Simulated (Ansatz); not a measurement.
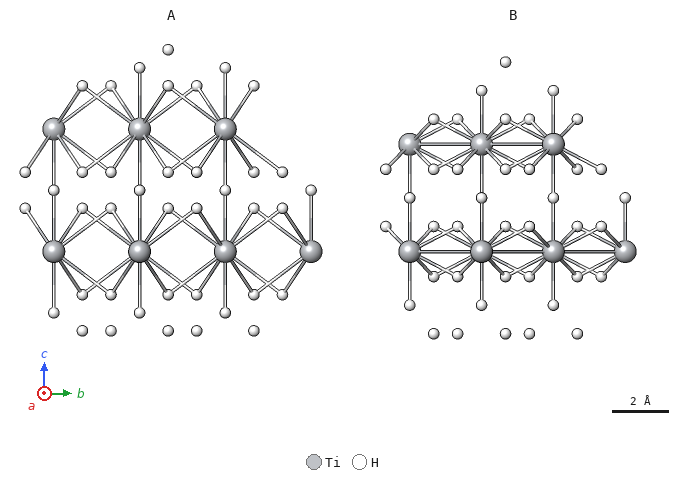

Two geometries of a crystal of TiH₅ (a generated structure, set up in P6/mmm) (coarse preliminary run), drawn at one scale. One is the start of a relaxation, the other its converged end. The picture is a ball-and-stick view of the atoms within 5.8 Å of the atom that moves most (axes of the cell of the calculation), seen along the a axis.

Method: Ansatz, DFT PBE, scalar-relativistic, plane waves, PAW. Settings: plane-wave cutoff 420 eV; k-point mesh 6 × 6 × 4; occupations gaussian; smearing width 0.1 eV; no spin polarisation; cell and atoms relaxed; force threshold 0.04 eV/Å; at most 70 steps.

Question: Which geometry has the lower energy?

Answer: Structure B is the relaxed one. Over 9 accepted moves (10 points after the start) the energy falls by 711 meV per atom. Largest force component: 0.044 eV/Å at the start, 0.00028 eV/Å at the end. The pressure goes from −26.08 to −0.18 GPa. The SCF was repeated once at an unchanged geometry on a basis and grid sized afresh for the cell, which shifted the energy by 1.8 meV per atom at most. The largest moves relative to the cell, 0.46 Å, are those of H atoms. Ti stays in place. Cell: a = b 3.595 → 3.012 Å (−16.2 %), c 4.447 → 3.894 Å (−12.4 %). Volume −38.5 %. Some distances before and after: H–Ti 2.601 → 1.962 Å, Ti–Ti 3.595 → 3.012 Å, H–Ti 2.224 → 1.947 Å. The space group stays P6/mmm (No. 191). The run took 12 s on 1 thread of Arm Neoverse V1 (shared host), peak memory 0.3 GiB.
